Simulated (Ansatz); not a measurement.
A periodic structure is given below.

```
CELL_PARAMETERS angstrom
4.89164 0.00000 0.00000
0.00000 3.81975 0.00000
0.00000 0.00000 6.61600
ATOMIC_POSITIONS crystal
Si 0.71346 0.75000 0.60210
Si 0.28654 0.25000 0.39790
Si 0.21346 0.75000 0.89790
Si 0.78654 0.25000 0.10210
Ni 0.52658 0.75000 0.28700
Ni 0.47342 0.25000 0.71300
Ni 0.02658 0.75000 0.21300
Ni 0.97342 0.25000 0.78700
Ni 0.67907 0.75000 0.93448
Ni 0.32093 0.25000 0.06552
Ni 0.17907 0.75000 0.56552
Ni 0.82093 0.25000 0.43448
```

> Say what kind of structure these coordinates give.

The material is SiNi2. Space group: Pnma (No. 62). Lattice: primitive orthorhombic. In the cell are 4 Si, 8 Ni, which makes 4 formula units. Each Si has ten Ni at 2.21 to 2.63 Å. Not all metal-metal contacts are counted. The bonds build a three-dimensional framework.

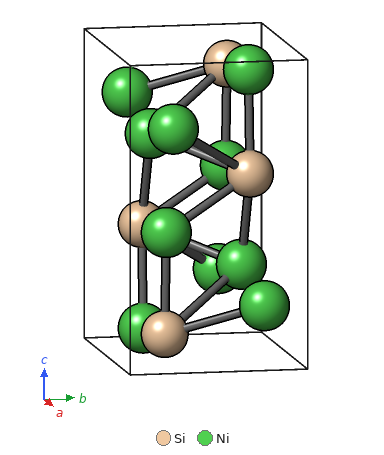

The structure above is drawn in ball-and-stick style and viewed slightly off an axis. Atoms at the boundary of the conventional unit cell (the box) are drawn once for each face, edge or corner they touch.

Starting structure: a structure listed in the Materials Project. The cell was then strained or its atoms displaced on purpose. It was the input of a calculation with Ansatz.
